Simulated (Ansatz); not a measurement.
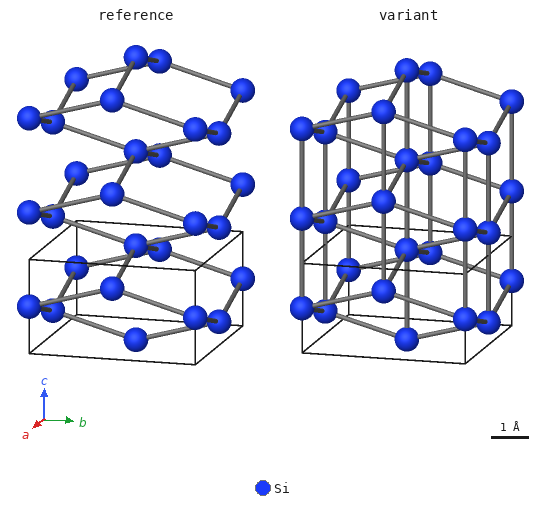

Left: a symmetric starting cell of Si. Right: the same structure after one change, at the same scale. The picture is a ball-and-stick view of the conventional cell (2 times the calculation's cell), repeated 1 × 1 × 3 with one cell outlined, seen slightly off an axis. Lengths and directions refer to the drawn axes.

All numbers below come from Ansatz 0.2.0, DFT PBE, scalar-relativistic, plane waves, PAW. (plane-wave cutoff 420 eV; k-point mesh 18 × 18 × 18; occupations gaussian; smearing width 0.1 eV; no spin polarisation)

> What distinguishes the right structure from the left one?

The cell is strained by −4.8 % along c and −1.8 % across it (volume −8.2 %), the atoms keeping their fractional coordinates. No relaxation follows. The starting cell wasn't computed here and needn't be at equilibrium, so pressure and forces aren't due to the change alone.

> And its effect?

The pressure is 15.5 GPa (not all of it need come from the change, since the unchanged cell can be under pressure at this level too). The principal stresses (compression positive) are 15.7 GPa along c and 15.3 GPa across it. All forces vanish by symmetry. Among the bonded contacts that change: Si–Si 2.659 → 2.531 Å, Si–Si 2.463 → 2.413 Å. The space group stays I4_1/amd (No. 141).
